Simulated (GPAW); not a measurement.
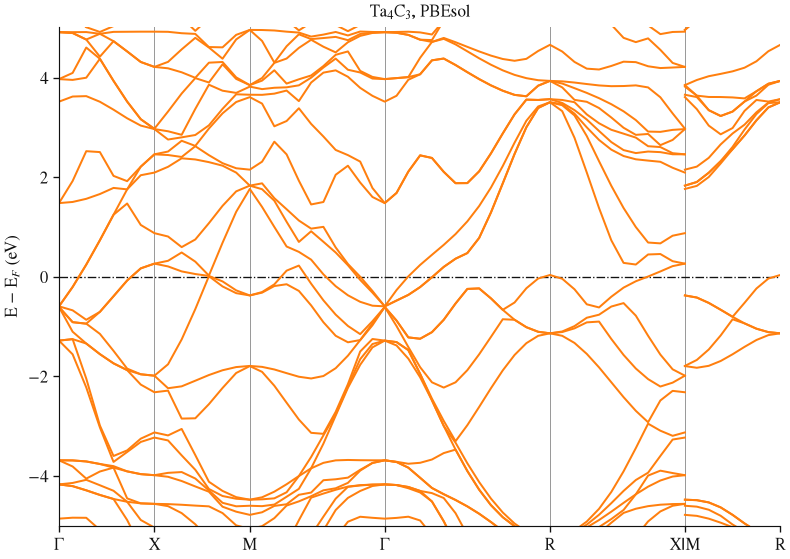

Band structure. Energies are counted from the Fermi level.

**Which Bravais lattice do the labels of the path belong to?**

A simple cubic lattice: the path Γ–X–M–Γ–R–X|M–R runs through the special points of its Brillouin zone.

Structure: Ta4C3, space group Pm-3m (No. 221), 7 atoms in the cell; cubic a = 4.356 Å.

Level of theory: PBEsol, PAW data sets generated in the run's folder for this functional, no spin polarisation, no spin-orbit coupling, 6×6×6 k mesh, 800 eV cutoff, Fermi-Dirac smearing of 0.05 eV; code GPAW 26.7.0.

**Metal, semiconductor or insulator?**

A metal: bands cross the Fermi level along this path.

Spin-orbit coupling is left out, which matters for Ta. The cell is under a strain of −2 % (hydrostatic). The cell is at 11 GPa in this functional. The cell comes from a database of computed structures, and whether it is the stable form of this composition wasn't checked. Bands are joined in order of energy, so crossings between the computed points show as kinks or gaps.
